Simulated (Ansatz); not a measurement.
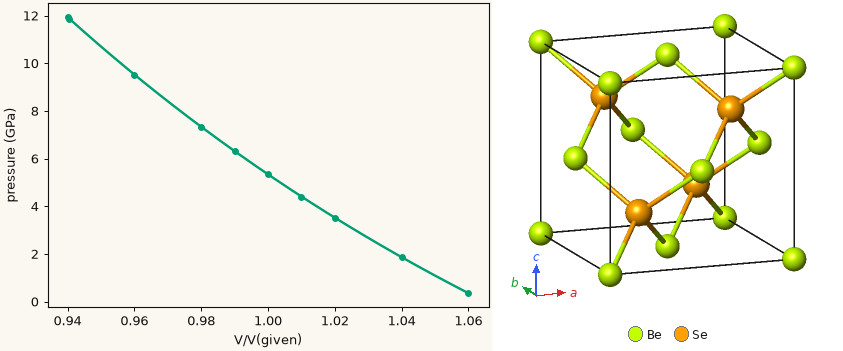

The plot gives the computed pressure against V/V(given) for BeSe, space group F-43m (No. 216). The conventional cell is drawn beside the plot.

Cell as given: a = 3.585 Å, b = 3.585 Å, c = 3.585 Å, α = 60.00°, β = 60.00°, γ = 60.00°; 2 atoms.

Computed with Ansatz 0.2.0: periodic Kohn-Sham DFT of a crystal at fixed atoms, scaled to the stated factor times the given cell; pressure positive in compression. Level: PBE.

method all-electron PAW; relativity scalar; k mesh 10×10×10; occupations Fermi–Dirac; smearing width 0.03 eV; nucleus Gaussian.

V(given) is 16.29 Å³/atom.

Question: Read off the course of the pressure.

Answer: It falls from 11.9 GPa at V/V(given) 0.9400 to 0.4 GPa at 1.0600.

Note: the volumes run don't bracket the minimum of the energy, so any equilibrium value is extrapolated.

The computed values:

| V/V(given) | pressure (GPa) |
| --- | --- |
| 0.9400 | 11.9 |
| 0.9405 | 11.9 |
| 0.9600 | 9.5 |
| 0.9800 | 7.3 |
| 0.9900 | 6.3 |
| 1.0000 | 5.3 |
| 1.0100 | 4.4 |
| 1.0200 | 3.5 |
| 1.0400 | 1.9 |
| 1.0600 | 0.4 |
